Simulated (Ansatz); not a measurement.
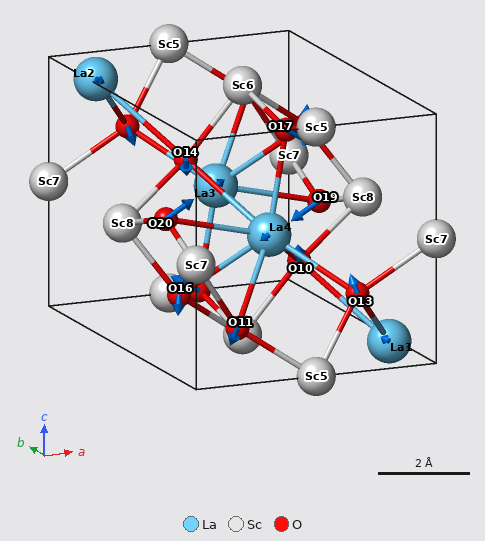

This is a relaxation of crystalline LaScO₃ (set up in Pnma). The starting structure is drawn; blue arrows show the displacements, magnified 20 times.

A ball-and-stick model of the cell of the calculation, seen slightly off an axis.

Theory: DFT, PBE, plane-wave PAW, default files, scalar-relativistic in Ansatz. Settings: plane-wave cutoff 420 eV; k-point mesh 4 × 3 × 4; occupations fermi dirac; smearing width 0.02 eV; no spin polarisation; atoms relaxed in a fixed cell; force threshold 0.02 eV/Å; at most 60 steps.

Q: Atoms of which element are displaced furthest, and by how much?

A: Oxygen: up to 0.040 Å, against 0.012 Å for lanthanum.

Q: What happened in the run?

A: After 3 accepted moves (4 points after the start) the energy has fallen by 1.5 meV per atom. Largest force component: 0.16 eV/Å at the start, 0.0037 eV/Å at the end. 1 step only repeated the SCF at the same geometry. The largest moves, 0.040 Å, are those of O atoms. Largest moves by element: O 0.040 Å, La 0.012 Å. Sc stays in place. The cell doesn't change. Some distances before and after: La–O 2.560 → 2.523 Å, O–Sc 2.083 → 2.099 Å, La–O 2.422 → 2.407 Å, La–Sc 3.333 → 3.324 Å. The space group stays Pnma (No. 62).
